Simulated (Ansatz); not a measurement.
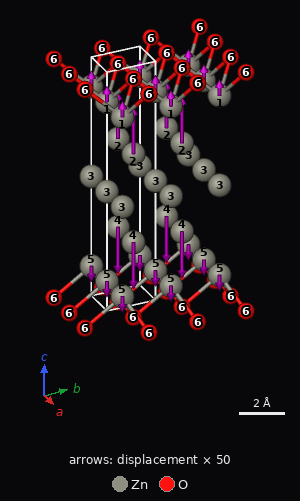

A relaxation of crystalline Zn5O (a generated structure, set up in P-6m2). The starting structure is drawn; purple arrows show the displacements (the part carried along by the change of the cell is left out), 50 times their true length.

The picture is a ball-and-stick view of the cell of the calculation, repeated 2 × 2 × 1 with one cell outlined, seen slightly off an axis.

Level of theory: Ansatz, DFT PBE, scalar-relativistic, plane waves, PAW. (plane-wave cutoff 420 eV; k-point mesh 12 × 12 × 4; occupations gaussian; smearing width 0.1 eV; no spin polarisation; cell and atoms relaxed; force threshold 0.01 eV/Å; at most 80 steps)

Q: Describe the change and its energy.

A: After 4 accepted moves (6 points after the start) the energy has fallen by 5.3 meV per atom. Largest force component: 0.22 eV/Å at the start, 0.00084 eV/Å at the end. The pressure goes from −0.35 to −0.01 GPa. At 2 points the geometry stayed and the basis and grid were re-selected for the new cell (energy shift of 0.2 meV per atom at most each time). The largest moves relative to the cell, 0.043 Å, are those of Zn2 and Zn4. Zn2 goes along +c. O stays in place. The volume changes by −0.9 %, with a = b 2.977 → 2.934 Å (−1.4 %), c 10.934 → 11.149 Å (+2.0 %). Among the contacts that change: Zn1–O6 2.191 → 2.179 Å. The space group stays P-6m2 (No. 187). Cost: 4.7 min on 1 thread of Intel(R) Xeon(R) Processor @ 2.50GHz (Skylake/Cascade Lake), on a shared host, peak memory 0.45 GiB.
